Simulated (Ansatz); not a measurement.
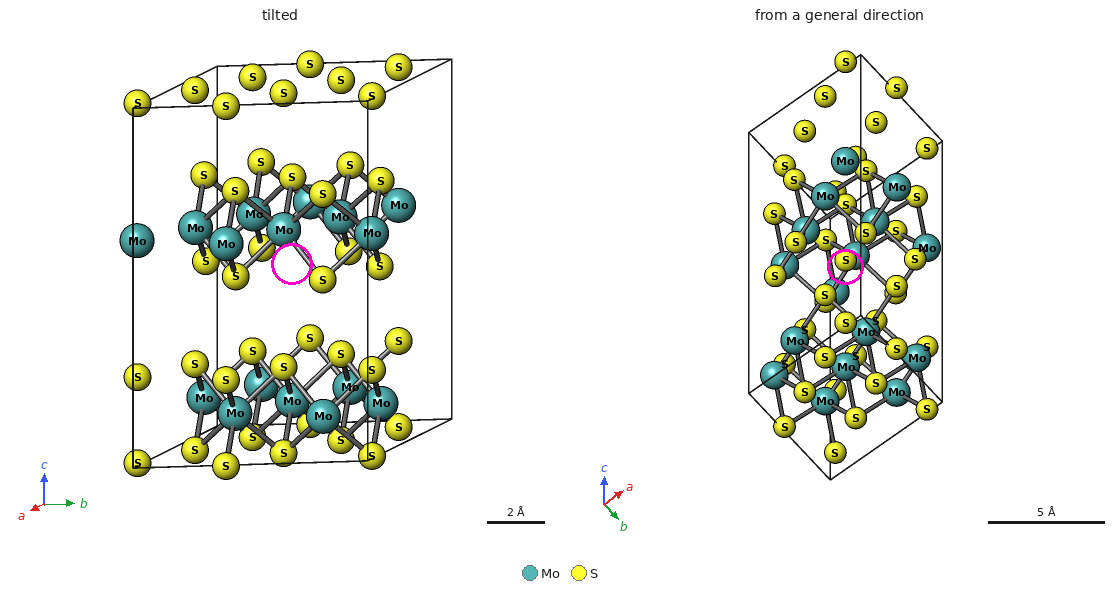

Crystal structure, ball-and-stick style, seen slightly off an axis and from a general direction. The edges of the supercell are marked. The host is MoS₂, in a cell of 42 sites, and the cell is neutral. A ring marks the defect's site.

Question: Identify the point defect.

Answer: A sulfur vacancy. Around the empty site lie three Mo at about 2.4 Å.

The atoms were relaxed in the host's cell with DFT r2SCAN, scalar-relativistic, plane waves, PAW (Ansatz 0.2.0).
